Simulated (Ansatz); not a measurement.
**C: geometry relaxation**

The run: geometry relaxation of C (P6/mmm, 2 atoms in the cell). Method and program: DFT r2SCAN, scalar-relativistic, plane waves, PAW, no spin polarisation (Ansatz 0.2.0).

The structure derives from a Materials Project entry. Figures and captions count atoms from 1; the log counts them from 0 in places.

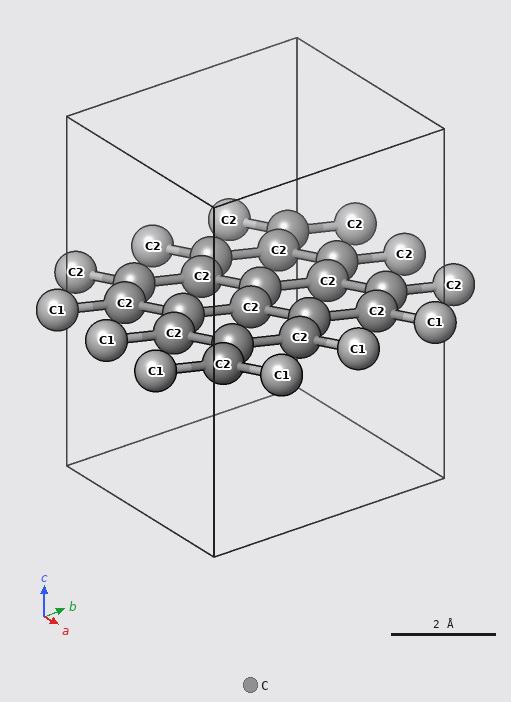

*The structure as given in the input (ball-and-stick view of the 3 × 3 repeat of the cell, with the vacuum cut short, seen slightly off an axis; neighbours outside the cell are drawn fainter; atoms are numbered from 1 in the order of the input). An atom can appear more than once, as a periodic image.*

## Input
```yaml
crystal:
  lattice:
    - [2.4561701622, 0.0, 0.0]
    - [-1.2280850811, 2.1271057565, 0.0]
    - [0.0, 0.0, 8.52380336]
  atoms:
    - { symbol: C, position: [0.33333333, 0.66666667, 0.0] }
    - { symbol: C, position: [0.66666667, 0.33333333, 0.0] }
basis:
  ecutwfc: 500
kpoints:
  mp_grid: { grid: [18, 18, 6] }
hamiltonian:
  xc: r2scan
scf:
  occupations: { method: gaussian, width: 0.1 }
output:
  forces: true
  stress: true
  eigenvalues: true
relax:
  adjacent_minimum: "off"
  f_tol: 0.005
  max_steps: 80
  cell: { stress_tol: 0.05 }
```

Machine: 1 thread of Intel Xeon @ 2.90GHz (Ice Lake), 32 GiB of memory available, shared host.

Run as:
```bash
ansatz run input.yaml --threads 1 --pin off --max-ram 2560MiB --backend cpu --events-out ev --progress --plain --runs-dir out
```

## Log
```
Engine: ansatz 0.2.0, x86_64-unknown-linux-gnu
Pseudopotentials: kind: paw
Pseudopotential: C, paw, valence charge 4, recommended cutoff 500 eV (meta_gga), C.paw.azcp
Functional definition: r2SCAN
  parameter k0 = 0.174
  parameter k1 = 0.065
  parameter a1 = 4.9479
  exchange = r2scan_x(k0 = k0, k1 = k1, a1 = a1)
  correlation = r2scan_c
Crystal: 2 atoms, lattice volume = 44.533 Å³
Basis set: ecut = 500 eV, 1141 PW (Γ), exchange–correlation on 72×72×256 points (64 copies of the dense FFT grid, shifted against one another)
Bands: 8, of which v1, the nominal top of the filled ones, is band 4 counted from 1 (3 counted from 0)
Symmetry: 24 space group operations
Space group: P6/mmm (ITA 191), of the structure as read, at distance tolerance 3.5e-5 Å
k-points: 148 of 1944
Non-local potential: C, projectors of the file, l = 0: 2, l = 1: 2, l = 2: 1
PAW form: soft (Blöchl's): semilocal exchange-correlation on the pseudo side does not see the compensation charge
PAW frozen core: C, regenerated for the run's functional (the file was generated under x = pbe(κ = 0.804, μ = 0.2195149727645171), c = pbe(β = 0.06672455060314922))
PAW one-centre angular grid: C, 302 points (default); XC on 239 of its mesh's 2573 points in the sphere
Initial density: superposition of atomic densities (neutral atoms: chi_scale 0, normalization atom), corrected by the library's trained network
Initial wavefunctions: pseudopotential atomic-orbital guess
Functional: x = r2scan, c = r2scan; τ floored in thin density (d = 2e-4 eV/Å³)
SCF iter   1: F=—  HF=-503.259803 eV  |F-HF|=—  |Δ(HF+E_count)|=         —  Δρ=5.29e-3  dr2=3.75e-3  dr2_τ=4.15e-1  ethr=1.77e-3  ⟨swp⟩=6.1  Hψ=8859  notcnv=0
preconditioner: auto → LDOS  [metal: Δε(μ)=0.000 eV  Ē_g=17.730 eV  σ=0.100 eV  W_gap=0.00  n_scr=4 (ndim 8)  ℏωp=15.7 eV  f_vac=0.574  D(μ)=0.14/eV (n_scr^D=2)  β→1.0]
SCF iter   2: F=—  HF=-503.300925 eV  |F-HF|=—  |Δ(HF+E_count)|=   4.11e-2  Δρ=9.18e-4  dr2=1.72e-4  dr2_τ=1.12e-5  ethr=4.69e-5  ⟨swp⟩=2.0  Hψ=3552  notcnv=0
SCF iter   3: F=—  HF=-503.300946 eV  |F-HF|=—  |Δ(HF+E_count)|=   2.19e-5  Δρ=2.12e-4  dr2=1.52e-5  dr2_τ=2.88e-6  ethr=2.15e-6  ⟨swp⟩=2.1  Hψ=1749  notcnv=0
SCF iter   4: F=—  HF=-503.300949 eV  |F-HF|=—  |Δ(HF+E_count)|=   2.93e-6  Δρ=2.24e-5  dr2=6.76e-8  dr2_τ=6.67e-9  ethr=1.90e-7  ⟨swp⟩=2.4  Hψ=1732  notcnv=0
iter 5 did not close the SCF: its close was put off for the readings that it lacked (scf_convergence_deferred on its scf_iter line)
SCF iter   5: F=-503.300950 eV  HF=-503.300950 eV  |F-HF|=7.70e-10  |Δ(HF+E_count)|=   2.81e-7  Δρ=4.93e-6  dr2=5.36e-9  dr2_τ=4.47e-10  ethr=8.46e-10  ⟨swp⟩=2.1  Hψ=1778  notcnv=0
SCF iter   6: F=-503.300950 eV  HF=-503.300950 eV  |F-HF|=4.09e-12  |Δ(HF+E_count)|=   1.61e-9  Δρ=2.96e-7  dr2=1.45e-11  dr2_τ=4.49e-12  ethr=6.71e-11  ⟨swp⟩=3.8  Hψ=6182  notcnv=0
SCF 1 converged in 6 iterations: F = -503.300950 eV  dr2 = 1.45e-11
  greatest PAW one-centre occupation: 0.687 electrons in one spin orbital (limit 2), on the C atom at site 1 (counted from 0), in its partial waves of l = 0
relax step   1: F+E_penalty+E_count = -503.30094970 eV  Δ(F+E_penalty+E_count) = +0.000e0 eV  max|allowed force component| = 4.256e-16 eV/Å  Δτ_max = 0.0000 Å  P = -0.043 GPa  Ω = 44.533 Å³  (6 SCF iters, dr2 threshold 1.00e-7 eV, accepted)
Crystal: 2 atoms, lattice volume = 44.525 Å³
Initial density: handed on by an earlier stage of this run
Initial wavefunctions: those handed on with the density
iter 1 solved again at ethr=6.88e-9 eV; its pass at ethr=3.10e-3 eV (dr2=5.51e-7 eV) is discarded
SCF iter   1: F=—  HF=-503.300953 eV  |F-HF|=—  |Δ(HF+E_count)|=         —  Δρ=3.41e-5  dr2=5.65e-7  dr2_τ=3.16e-7  ethr=6.88e-9  ⟨swp⟩=1.8  Hψ=10714  notcnv=0
preconditioner: auto → LDOS  [metal: Δε(μ)=0.000 eV  Ē_g=17.777 eV  σ=0.100 eV  W_gap=0.00  n_scr=4 (ndim 8)  ℏωp=15.7 eV  f_vac=0.576  D(μ)=0.14/eV (n_scr^D=2)  β→1.0]
SCF iter   2: F=—  HF=-503.300953 eV  |F-HF|=—  |Δ(HF+E_count)|=   1.85e-7  Δρ=1.02e-5  dr2=4.40e-8  dr2_τ=8.26e-9  ethr=6.88e-9  ⟨swp⟩=2.0  Hψ=1780  notcnv=0
SCF iter   3: F=-503.300953 eV  HF=-503.300953 eV  |F-HF|=3.98e-10  |Δ(HF+E_count)|=   1.17e-7  Δρ=6.15e-7  dr2=1.07e-10  dr2_τ=1.29e-11  ethr=1.31e-10  ⟨swp⟩=7.9  Hψ=7165  notcnv=0
SCF 2 converged in 3 iterations: F = -503.300953 eV  dr2 = 1.07e-10
relax step   2: F+E_penalty+E_count = -503.30095304 eV  Δ(F+E_penalty+E_count) = -3.339e-6 eV  max|allowed force component| = 2.961e-16 eV/Å  Δτ_max = 0.0000 Å  P = -0.014 GPa  Ω = 44.525 Å³  energy of the carried Pulay correction = +1.288e-6 eV  (3 SCF iters, dr2 threshold 1.05e-8 eV, accepted)
Initial wavefunctions: pseudopotential atomic-orbital guess (no wavefunctions were taken with the density)
iter 1 solved again at ethr=4.68e-8 eV; its pass at ethr=3.10e-3 eV (dr2=3.74e-6 eV) is discarded
SCF iter   1: F=—  HF=-503.300952 eV  |F-HF|=—  |Δ(HF+E_count)|=         —  Δρ=6.71e-7  dr2=9.65e-11  dr2_τ=2.09e-11  ethr=4.68e-8  ⟨swp⟩=3.8  Hψ=12742  notcnv=0
eigensolver tolerance schedule: the retry pair's looser diagonalisation over-reported the residual by 38789.33 of it (diagonalisation noise at 1.41 of the residual, at the tolerance the schedule requests for it); recorded, not acted on — ethr = c·dr2/N_el stays at c = 1.0e-1
preconditioner: auto → LDOS  [metal: Δε(μ)=0.000 eV  Ē_g=17.776 eV  σ=0.100 eV  W_gap=0.00  n_scr=4 (ndim 8)  ℏωp=15.7 eV  f_vac=0.576  D(μ)=0.14/eV (n_scr^D=2)  β→1.0]
SCF iter   2: F=—  HF=-503.300952 eV  |F-HF|=—  |Δ(HF+E_count)|=   1.02e-7  Δρ=1.21e-7  dr2=1.39e-12  dr2_τ=7.94e-13  ethr=1.00e-12  ⟨swp⟩=7.2  Hψ=8904  notcnv=0
SCF iter   3: F=-503.300952 eV  HF=-503.300952 eV  |F-HF|=0.00e0  |Δ(HF+E_count)|=  2.85e-11  Δρ=7.79e-9  dr2=1.06e-14  dr2_τ=2.71e-15  ethr=1.00e-12  ⟨swp⟩=4.0  Hψ=4571  notcnv=0
SCF 3 converged in 3 iterations: F = -503.300952 eV  dr2 = 1.06e-14
relax step   3: F+E_penalty+E_count = -503.30095176 eV  Δ(F+E_penalty+E_count) = +1.279e-6 eV  max|allowed force component| = 2.961e-16 eV/Å  Δτ_max = 0.0000 Å  P = -0.014 GPa  Ω = 44.525 Å³  stress off target by 2.14e-2 GPa  SCF on the basis re-selected at this cell (its energy is not comparable with the rows above)  (3 SCF iters)
```

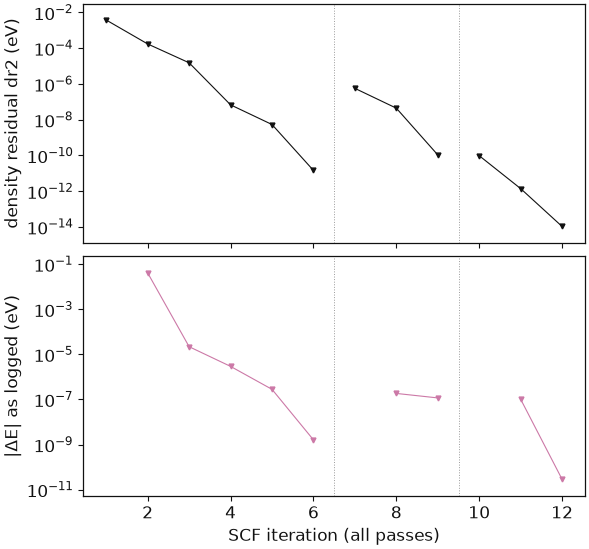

*Convergence of the self-consistent field: density residual dr2 and size of the energy change against the SCF iteration. The dotted lines part the SCF passes of the relaxation: geometry steps, rejected trials and re-solves on a re-selected basis.*

The passes take 6, 3 and 3 iterations.

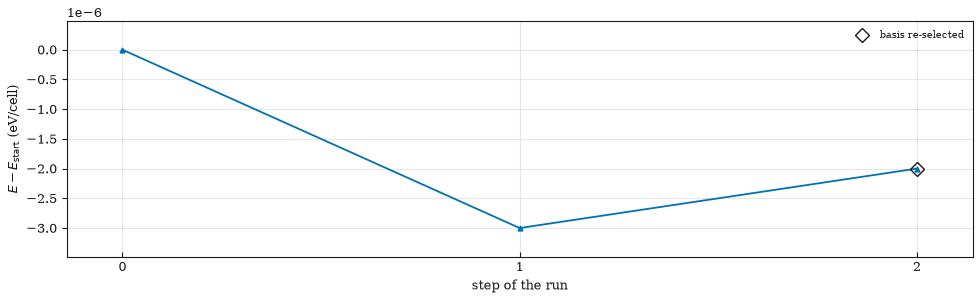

*Progress of the relaxation, step by step (the first geometry is step 0 here and step 1 in the log).*

After 1 geometry step the energy has fallen by next to nothing (0.0 meV per cell of the calculation). All forces vanish by symmetry. The atoms keep their places (all moves are under 0.005 Å). The cell stays as it was. The space group stays P6/mmm (No. 191). A last SCF at the same geometry on a re-selected plane-wave basis shifts the energy by +0.0 meV per cell of the calculation. (Atoms are counted from 1 in the order of the input.)

```
basis re-selected at this cell: Δ(F+E_penalty+E_count) = +1.279e-6 eV, ΔP = +0.000 GPa vs the last step (what re-selecting the basis moved, of the pressure what is left beyond the Pulay correction that the steps carried, after the strain that the cell walked since its last selection, with what the two solves' SCF thresholds leave and, on support functions, any second-order correction that the steps lacked; it is no measure of the basis error at this ecutwfc). This SCF's stress stands 2.14e-2 GPa from its target on what of the cell is left free (relax.cell.stress_tol is 5.00e-2 GPa) and its largest allowed force component is 2.96e-16 eV/Å (relax.f_tol is 5.00e-3 eV/Å): within both
SCF converged after 3 iterations
Free energy (F): -503.300952 eV
Harris-Foulkes:  -503.300952 eV  (|F-HF|=0.00e0)
Internal energy: -503.300255 eV  (E = F + TS)
E sigma→0 (E₀):  -503.300603 eV
Entropy (-TS):   -0.000697 eV (-0.348 meV/atom)
Fermi energy:    0.208328 eV
--- Per-component energies (eV) ---
  E_band       = -76.679556
  E_kinetic    = 181.733344
  E_local      = -1205.044489  (includes V_loc(G=0)·N_el)
  E_nonlocal   = 53.895857
  E_hartree    = 514.823203
  E_xc         = -94.353592
  E_vxc        = -130.819698  (∫ρ·V_xc dr)
  E_paw        = -201.761778  (= ΣΔE_a)
  E_vpaw       = -13.512822  (= ΣTr[D̂ρ^β])
  E_aug_tail   = 0.000011  (compensation charges beyond the density's cutoff)
  E_vtau       = 7.421836  (kinetic-family band-sum trace: ∫τ·v_τ [+ j·A + Jᵃ·Aᵃ] dr)
  E_ewald      = 247.456736
  E_core_change = -0.049547  (= ΣΔE_core)
  E_smearing   = -0.000697  (= −TS)
  E_closure    = 0.000000  (closes the sum)
  Σ components = -503.300952   (vs F -503.300952, Δ=0.00e0)
--- Forces (eV/Å), atoms counted from 1 ---
  atom   1  C     -0.00000000    -0.00000000     0.00000000
  atom   2  C     -0.00000000     0.00000000     0.00000000
  max |Σ_I F_I| component: 2.22e-16 eV/Å
--- Stress (GPa, compression-positive) ---
       -0.021432      -0.000000       0.000000
        0.000000      -0.021432       0.000000
        0.000000       0.000000       0.000206
  P = ⅓ Tr σ = -0.0142 GPa (-0.142 kbar)
--- Band table (eV; the first three rows and the last of 148) ---
  k-point 0: bands = ["-20.6684", "-7.9431", "-3.0545", "-3.0545", "3.5685", "6.0182", "7.4938", "8.9501"]
  k-point 1: bands = ["-20.6685", "-7.9431", "-3.0545", "-3.0545", "3.6568", "5.5899", "8.0414", "8.9501"]
  k-point 2: bands = ["-20.6685", "-7.9433", "-3.0546", "-3.0546", "3.9193", "4.9254", "8.9501", "8.9501"]
  k-point 147: bands = ["-13.3367", "-13.3367", "-10.9886", "0.2083", "0.2083", "11.3131", "13.9018", "13.9018"]
--- Relaxed structure (2 steps of the walk, 2 accepted, 1 SCFs on fresh bases) ---
  F+E_penalty+E_count = -503.30095176 eV   max|allowed force component| = 2.961e-16 eV/Å   (the final SCF, on the basis selected at the relaxed cell)
  cell:  # Å, volume = 44.5255 Å³
    - [2.455959977853436, 0.0, 0.0]
    - [-1.227979988926718, 2.126923731498943, 0.0]
    - [0.0, 0.0, 8.523845903800547]
  atoms:
    - { symbol: C, position: [0.3333333333333333, 0.6666666666666666, 0.0] }
    - { symbol: C, position: [0.6666666666666666, 0.3333333333333333, 0.0] }
```

## Trajectory as extended XYZ (Å, eV, eV/Å), 3 frames, from step=1 to step=3
```
2
Lattice="2.4562 0.0000 0.0000 -1.2281 2.1271 0.0000 0.0000 0.0000 8.5238" Properties=species:S:1:pos:R:3:forces:R:3 step=1 energy=-503.30095 pressure_GPa=-0.04
C     0.0000    1.4181    0.0000    0.0000   0.0000   0.0000
C     1.2281    0.7090    0.0000    0.0000   0.0000   0.0000
2
Lattice="2.4560 0.0000 0.0000 -1.2280 2.1269 0.0000 0.0000 0.0000 8.5238" Properties=species:S:1:pos:R:3:forces:R:3 step=2 energy=-503.30095 pressure_GPa=-0.01
C     0.0000    1.4179    0.0000    0.0000   0.0000   0.0000
C     1.2280    0.7090    0.0000    0.0000   0.0000   0.0000
2
Lattice="2.4560 0.0000 0.0000 -1.2280 2.1269 0.0000 0.0000 0.0000 8.5238" Properties=species:S:1:pos:R:3:forces:R:3 step=3 energy=-503.30095 pressure_GPa=-0.01
C     0.0000    1.4179    0.0000    0.0000   0.0000   0.0000
C     1.2280    0.7090    0.0000    0.0000   0.0000   0.0000
```

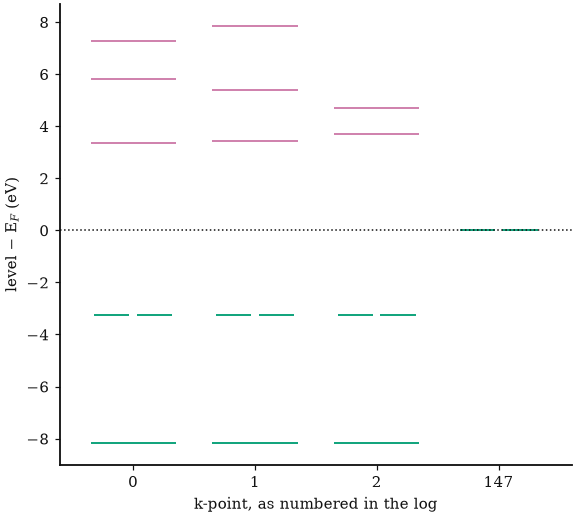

*Kohn–Sham levels near the Fermi level (dotted) at the few k-points that the log prints; levels within 0.02 eV of each other stand side by side.*

The system is metallic on the full mesh.

## Results in brief

```json
{"quantity": "outcome", "value": "converged"}
{"quantity": "space group (tolerance 0.01 Å)", "value": "P6/mmm (191)"}
{"quantity": "electrons treated", "value": "8"}
{"quantity": "free energy", "value": "−503.3010 eV"}
{"quantity": "Fermi energy", "value": "0.208 eV"}
{"quantity": "gap on the k-point mesh", "value": "none (metallic)"}
{"quantity": "pressure", "value": "−0.01 GPa"}
{"quantity": "final volume", "value": "44.53 Å³"}
{"quantity": "largest force (length of the vector) at the end", "value": "under 0.001 eV/Å"}
{"quantity": "final cell", "value": "a = 2.456 Å, b = 2.456 Å, c = 8.524 Å, α = 90.00°, β = 90.00°, γ = 120.00°"}
{"quantity": "wall time", "value": "15 s"}
{"quantity": "peak memory", "value": "0.52 GiB"}
```
